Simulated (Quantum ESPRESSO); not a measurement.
# Ge: 7 runs along one coordinate

System: Ge (Fd-3m, 2 atoms in the cell).
Method: Kohn-Sham DFT of a periodic cell, PBE with D3(BJ), PseudoDojo 0.4.1 SR PBE standard, no spin polarisation (Quantum ESPRESSO 7.5).

The 7 runs differ only in the geometry, by an even scaling of the cell at fixed fractional positions. The structure derives from an entry of the Crystallography Open Database.

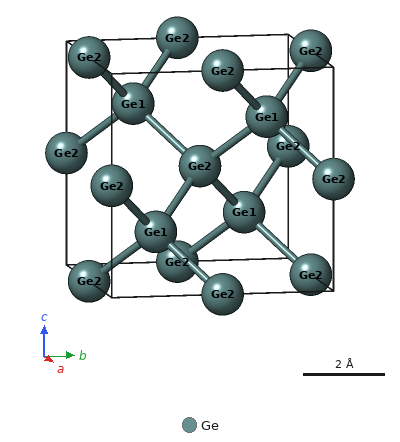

Figure 1. The structure of run 4 (ball-and-stick view of the cell 4 times as large as that of the calculation, set on its symmetry axes, seen slightly off an axis; atoms are numbered from 1 in the order of the input).

**Input of run 4**
```
&CONTROL
  calculation = 'scf'
  prefix = 'pwscf'
  outdir = './tmp'
  pseudo_dir = './pseudo'
  tprnfor = .true.
  tstress = .true.
  disk_io = 'nowf'
/
&SYSTEM
  ibrav = 0
  nat = 2
  ntyp = 1
  ecutwfc = 78
  nbnd = 21
  occupations = 'smearing'
  smearing = 'fd'
  degauss = 0.00367493
  vdw_corr = 'grimme-d3'
  dftd3_version = 4
/
&ELECTRONS
  conv_thr = 4d-10
  electron_maxstep = 120
  mixing_beta = 0.5
/
ATOMIC_SPECIES
Ge    72.6300 Ge.upf
CELL_PARAMETERS angstrom
   0.0000000000    2.8289100000    2.8289100000
   2.8289100000    0.0000000000    2.8289100000
   2.8289100000    2.8289100000    0.0000000000
ATOMIC_POSITIONS crystal
Ge     0.7500000000    0.7500000000    0.7500000000
Ge     0.5000000000    0.5000000000    0.5000000000
K_POINTS automatic
8 8 8 0 0 0
```

Command:
```bash
OMP_NUM_THREADS=1 pw.x -in pw.in > pw.out
```

Lattice vectors (Å) and fractional positions of run 4:
```
   0.000000    2.828910    2.828910
   2.828910    0.000000    2.828910
   2.828910    2.828910    0.000000
Ge  0.750000  0.750000  0.750000
Ge  0.500000  0.500000  0.500000
```

Run 6 differs from it as follows:
```diff
-   0.0000000000    2.8289100000    2.8289100000
-   2.8289100000    0.0000000000    2.8289100000
-   2.8289100000    2.8289100000    0.0000000000
+   0.0000000000    2.8661367691    2.8661367691
+   2.8661367691    0.0000000000    2.8661367691
+   2.8661367691    2.8661367691    0.0000000000
```

**Results, with one run withheld**

```tsv
run	volume per atom (Å³)	free energy per atom, from the lowest run given (meV)	pressure (GPa)	gap on the mesh (eV)
1	21.281	38.39	6.87	0.38
2	21.733	21.67	4.93	0.31
3	22.186	10.10	3.21	0.22
4	22.639	3.08	1.73	0.00
5	23.092	0.00	0.41	0.00
6	23.545	?	?	?
7	23.997	4.16	−1.85	0.00
```

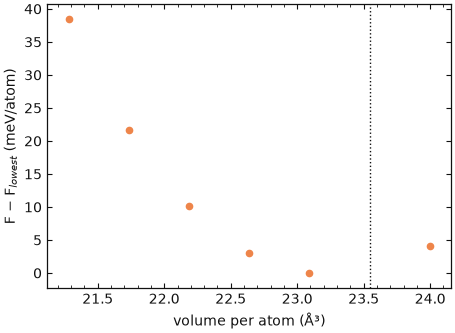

Figure 2. Free energy per atom of the runs given; the dotted line marks run 6.

What should run 6 give?

A cubic polynomial in V^(−2/3) (the Birch–Murnaghan form), fitted to the 6 runs given, misses them by at most 0.03 meV per atom. With x = V^(−2/3) − 0.12562 Å⁻², it reads F = 5.3276 + 3893.5 x + 6.9899e+05 x² + 3.8325e+06 x³ (meV per atom). At run 6 it gives 0.53 meV per atom, and the run itself gives 0.48. The slope of the fit gives a pressure −dF/dV of −0.76 GPa there, and the run prints −0.79 GPa. The fit has its minimum at 23.247 Å³ per atom, where V d²F/dV² gives 61.5 GPa: the bulk modulus at this level, since symmetry fixes the shape and the positions. The gap on the mesh lies between 0.00 eV (run 4) and 0.38 eV (run 1); run 6 has 0.00 eV. These are gaps of this functional on this mesh, which can miss the band edges; they aren't the measured gap.

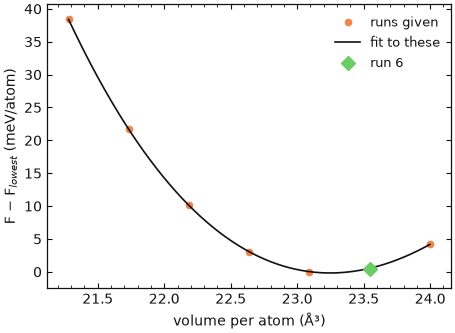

Figure 3. The fit and the withheld run.

**Some lines of the output (run 6)**
```
[...]
     unit-cell volume          =     317.7732 (a.u.)^3
     number of k points=    29  Fermi-Dirac smearing, width (Ry)=  0.0037
     total energy              =    -357.32488566 Ry
     total energy              =    -357.32459996 Ry
     total energy              =    -357.32491664 Ry
     total energy              =    -357.32493321 Ry
     total energy              =    -357.32493323 Ry
     total energy              =    -357.32493353 Ry
     total energy              =    -357.32493356 Ry
     the Fermi energy is     8.9904 ev
!    total energy              =    -357.32493356 Ry
     The total energy is F=E-TS. E is the sum of the following terms:
     Computing stress (Cartesian axis) and pressure
          total   stress  (Ry/bohr**3)                   (kbar)     P=       -7.93
```
